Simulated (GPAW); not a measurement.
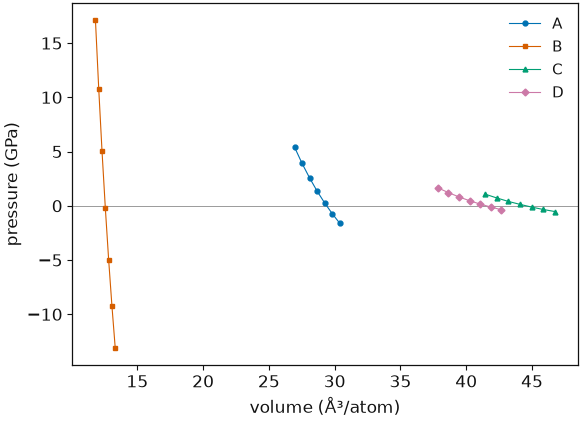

The picture above shows the pressure against volume, with one curve for each compound, for HfC, KI, PbSe and RbBr (all in space group Fm-3m (No. 225)). The labels are replaced by letters.

Method: PAW DFT in plane waves, on a grid or in atomic orbitals, no spin polarisation; energies at scaled volumes of the given cell, shape and fractions fixed, counted from the fit's minimum, third-order Birch-Murnaghan fit (GPAW 26.7.0). Level: r2SCAN.

occupations Fermi–Dirac; smearing width 0.05 eV; potentials GPAW PAW data sets (gpaw data 1.2.1).

Which letter stands for which compound?

A: PbSe; B: HfC; C: KI; D: RbBr.

Keep in mind: spin-orbit coupling left out, heavy elements (PbSe).
